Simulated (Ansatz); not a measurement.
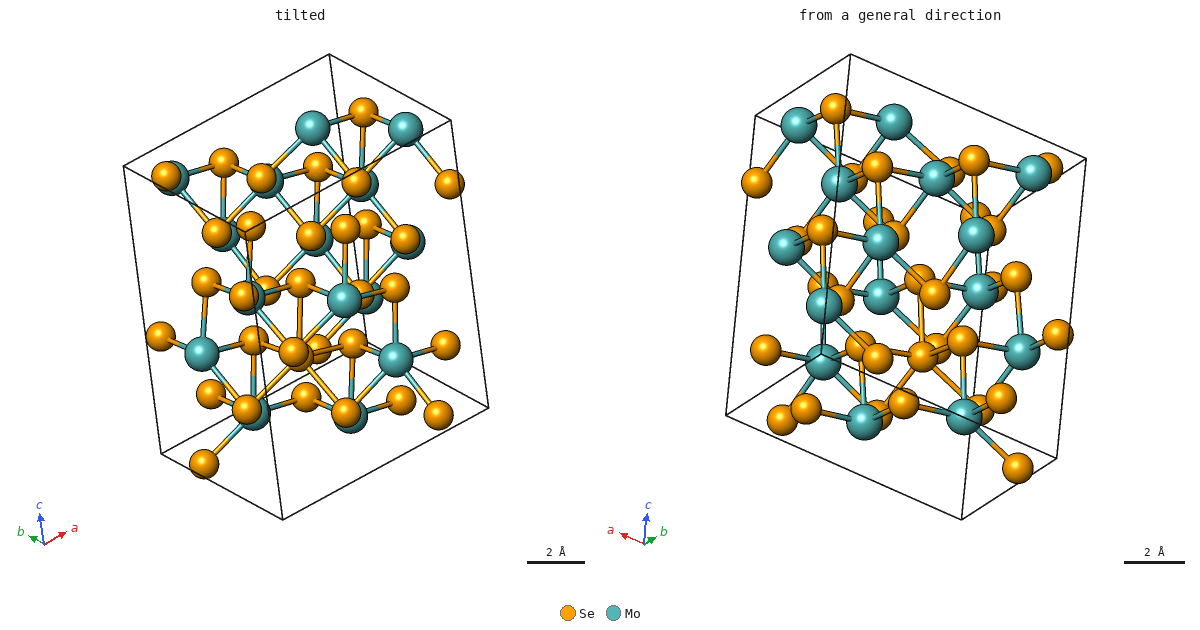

We look at a ball-and-stick model of the crystal slightly off an axis and from a general direction. One supercell is outlined, and atoms on its boundary appear in each equivalent place. The host is MoSe2, in a cell of 39 sites, and the cell carries a charge of -1.

### What imperfection does the supercell contain?

Selenium on a molybdenum site (an antisite). It is bonded to six Se in a trigonal prismatic arrangement at about 2.6 Å. Not all metal-metal contacts are counted.

Computational set-up: DFT PBE, scalar-relativistic, plane waves, PAW in Ansatz 0.2.0, wavefunction cutoff 420 eV, Brillouin-zone sampling on a 2×2×2 mesh, Gaussian smearing of 0.01 eV, collinear spins.

### Does a spin moment come with the defect?

Yes, 1.0 μB in the cell.

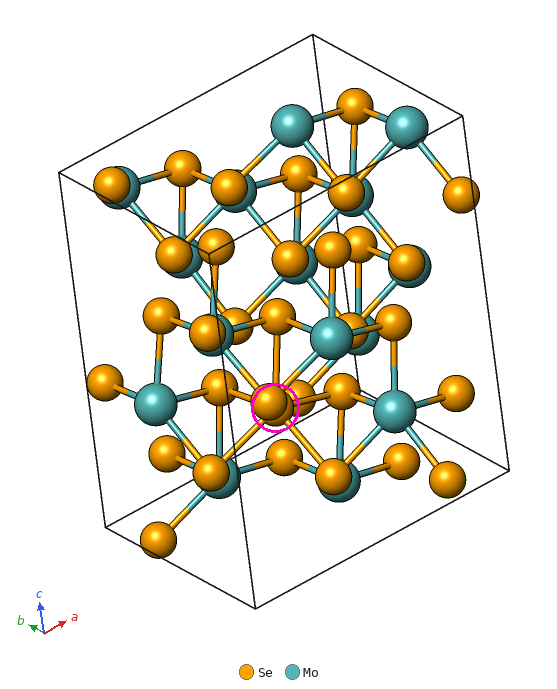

The same cell with a ring at the defect's site.

The atoms were relaxed in the host's cell with Ansatz, DFT PBE, scalar-relativistic, plane waves, PAW.
